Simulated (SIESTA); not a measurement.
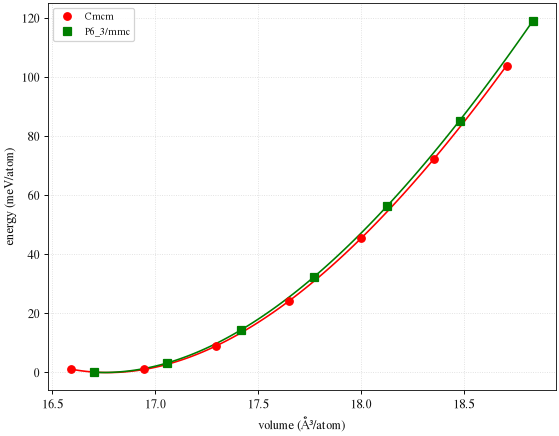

Plotted: energy against volume, with one curve for each structure, for Au. Each energy curve has its own zero, so the curves don't rank the structures.

How it was computed, with SIESTA 5.4.2: DFT in numerical atomic orbitals with pseudopotentials, no spin polarisation; energies at scaled volumes of the given cell, shape and fractions fixed, counted from the fit's minimum, third-order Birch-Murnaghan fit. Level: LDA.

- k mesh: 11×11×6
- occupations: Fermi–Dirac
- smearing width: 0.05 eV
- potentials: PseudoDojo 0.4 standard, converted to PSML, two zetas on semicore shells

Caveats: the fit and the printed pressures don't fully agree, or the minimum lies near the end of the range (P6_3/mmc); mulliken charges of long orbitals; short basis over semicore shells; spin-orbit coupling left out, heavy elements; shape and atomic fractions are frozen while scaling, which makes layered, chain and framework solids too stiff.
